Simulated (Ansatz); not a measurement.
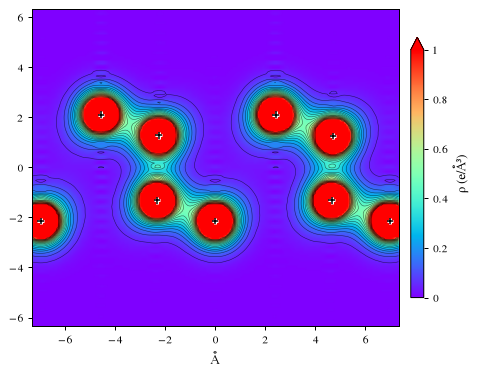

The valence pseudo-density on a plane through atoms (crosses mark nuclei in the plane).

Computed with DFT PBE+D3(BJ), scalar-relativistic, plane waves, PAW in Ansatz.

Candidates:
A. Ge (slab), a = 8.06 Å, b = 8.06 Å, c = 23.92 Å, α = 90.00°, β = 90.00°, γ = 120.00°. 
B. MoS2 (slab), a = 3.07 Å, b = 3.07 Å, c = 32.41 Å, α = 90.00°, β = 90.00°, γ = 120.00°. Changed on purpose from its base cell (biaxial strain -0.020, atoms relaxed); computed without spin polarisation.
C. InAs, a = 6.11 Å, b = 6.11 Å, c = 6.11 Å, α = 90.00°, β = 90.00°, γ = 90.00°. Space group F-43m.

Which system is this?

Answer. Candidate A: Ge on the (110) plane of the calculation cell, a cut from vacuum to vacuum, which holds Ge. Ge–Ge (2.45 Å): the density is about 0.49 e/Å³ at the midpoint. Ge–Ge (2.58 Å): ρ at the midpoint is about 0.39 e/Å³.
